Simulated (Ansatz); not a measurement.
**TiCo: densities and their changes**

Space group Pm-3m; spin-polarised. Net moment 0.9 μB in the 2-atom cell of the calculation; other magnetic orders weren't tried. The cell comes from a database of computed structures, not from a measurement.

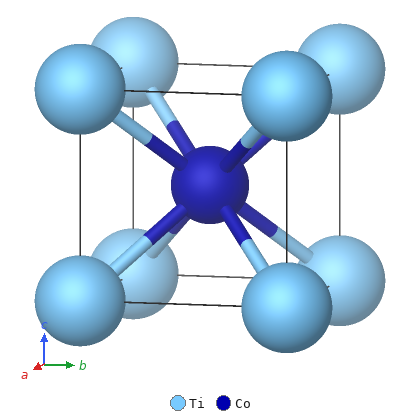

The conventional cell.

Input file:

```
crystal:
  lattice:
    - [2.98611099, 0.0, 0.0]
    - [0.0, 2.98611099, 0.0]
    - [0.0, 0.0, 2.98611099]
  atoms:
    - { symbol: Ti, position: [0.0, 0.0, 0.0], spin: -1.0 }
    - { symbol: Co, position: [0.5, 0.5, 0.5], spin: 3.0 }
magnetization:
  spin_polarized: true
basis:
  ecutwfc: 420
  fft_grid_basis: typed
kpoints:
  mp_grid: { grid: [12, 12, 12] }
hamiltonian:
  xc: pbe
  pseudopotentials: { kind: paw }
scf:
  occupations: { method: gaussian, width: 0.05 }
output:
  forces: true
  stress: true
  eigenvalues: true
  bader: true
  write_density: true
  volumetric_format: npy
  populations: true
  elf: true
```

Run with:

```sh
ansatz run input.yaml --threads 2 --pin off --max-ram 4096MiB --backend cpu --events-out ev --progress --plain --runs-dir out
```

The picture shows the conventional cell (a = 2.99 Å, b = 2.99 Å, c = 2.99 Å, α = 90.00°, β = 90.00°, γ = 90.00°).

The calculation used Ansatz, DFT PBE, scalar-relativistic, plane waves, PAW.

Core electrons are frozen (PAW), so the maps are meaningful between the atoms, not at the nuclei.

### 1. Bonding charge

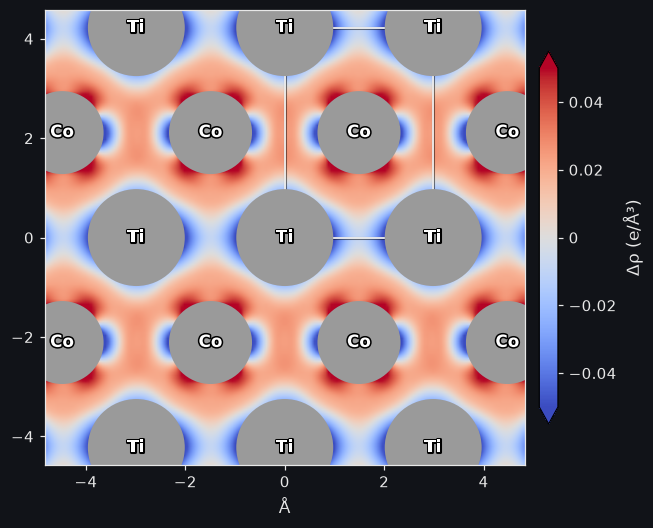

Density of the crystal less the sum of free-atom densities: a map on the (110) plane of the conventional cell, with grey discs over the atomic cores. Cores are masked to 1.0 Å (Ti) and 0.8 Å (Co).

**Where does charge go when the atoms form this crystal?**

Co–Ti (2.59 Å): Δρ is +0.02 e/Å³ at the midpoint. Ti–Ti (2.99 Å): Δρ is −0.009 e/Å³ at the midpoint. Co–Co (2.99 Å): Δρ is +0.02 e/Å³ at the midpoint. Over the whole cell, outside the masked cores, the largest gain lies at the edge of the masked core of Co, and the largest loss lies there too, in other directions. In all about 0.18 e an atom is rearranged against the free atoms. Bader charges: Ti +1.20 and Co −1.20 e. Among metals such charges hang on how the charge between the atoms is shared out.

### 2. One group of states

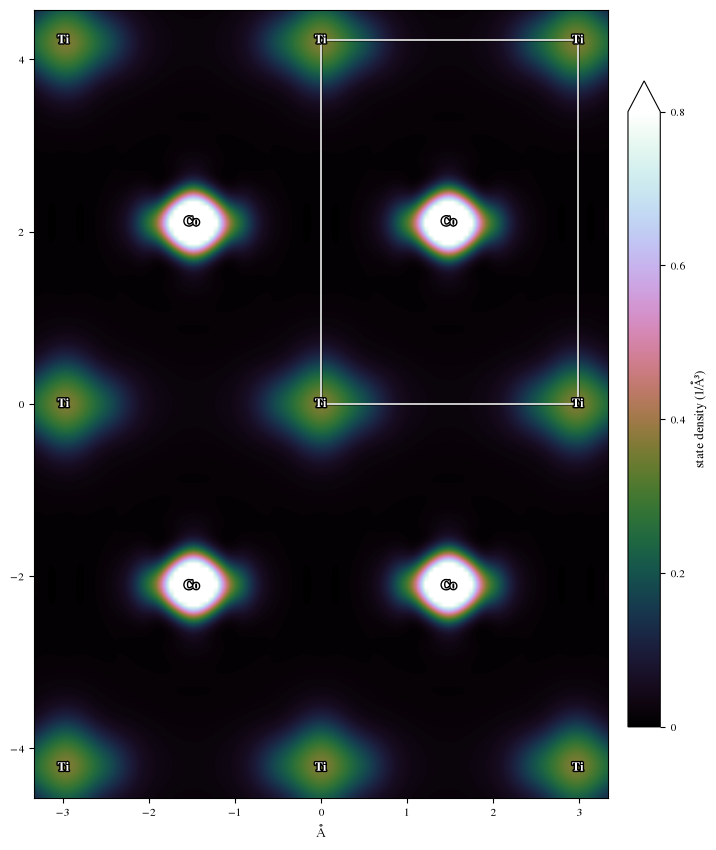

Density of the Kohn–Sham states from −0.25 to +0.25 eV about the Fermi level (the states at the Fermi level), scaled to one electron a cell: a map on the (11̄0) plane of the conventional cell.

**What is the character of these states?**

Projected on a minimal set of atomic orbitals (Löwdin), they are Ti 3d (55 %) and Co 3d (40 %).
- In space (atomic cells sized by Bader volumes) the density divides as Co about 55 % and Ti about 45 %.
- Its net spin polarisation is +31 % (up less down).

### 3. Moving an atom

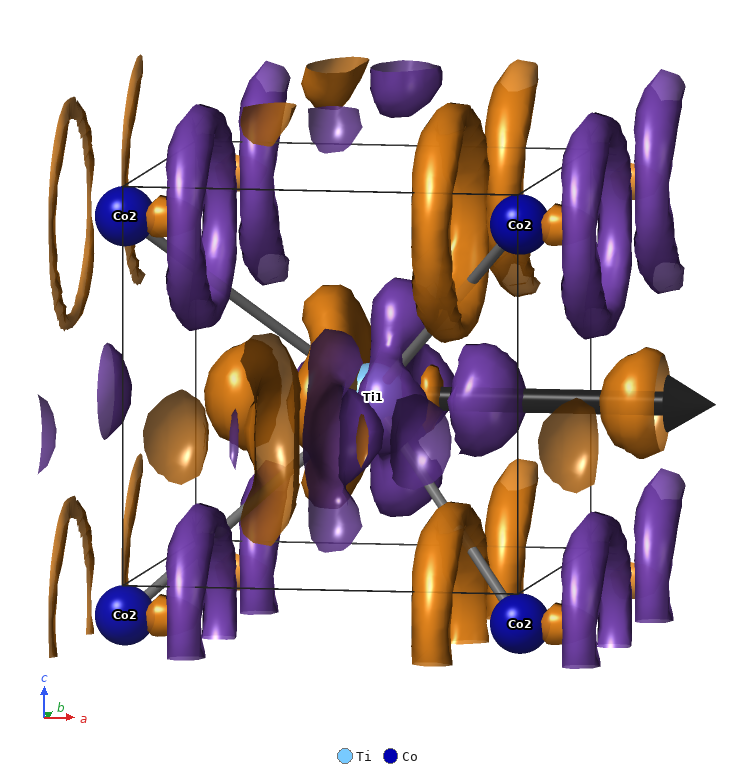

Ti1 was moved by 0.10 Å along [1 0 0] in the axes of the cell drawn (arrow, not to scale). Change of the density less the rigid motion of the neutral atom's own density: orange surfaces at +0.01 and purple ones at −0.01 e/Å³, in the cell of the calculation (origin moved) seen slightly off an axis.

**Describe the electronic response.**

About 0.06 e is rearranged in the cell. Outside the cores the largest gain lies at the edge of the masked core of Ti, and the largest loss lies there too, on other sides.

**How much does the computed force on the atom change?**

The force on it changes by 0.49 eV/Å along the move, against it: a stiffness of about 4.9 eV/Å² for this sublattice shift.

### 4. Change of volume

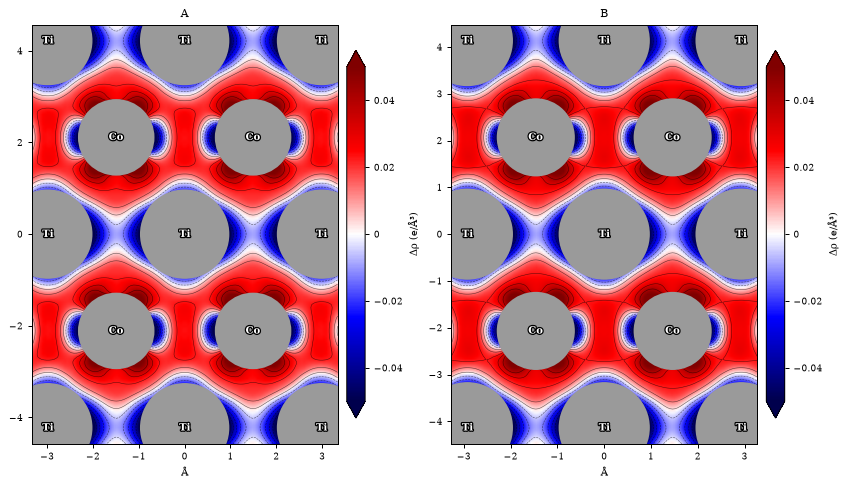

TiCo: deformation density on the (011̄) plane of the conventional cell at two volumes, with the same fractional coordinates and one colour scale. Grey discs cover the cores. Panel B has 94 % of the volume of panel A.

**What changes between the database cell and the scaled one?**

From A to B, Co–Ti goes from 2.59 to 2.53 Å, and Δρ at its midpoint from +0.02 to +0.019 e/Å³. From A to B, Co–Co goes from 2.99 to 2.93 Å, and Δρ at its midpoint from +0.02 to +0.03 e/Å³. The pressure is 0 GPa in A and 11 GPa in B. The rearranged charge is 0.18 e an atom in A and 0.18 e in B. The net moment is 0.89 μB a cell in A and 0.76 μB in B.

### 5. Putting it together

The two pressures give a mean stiffness −ΔP/Δln V of about 183 GPa over this range, with the atoms held at their fractional positions.
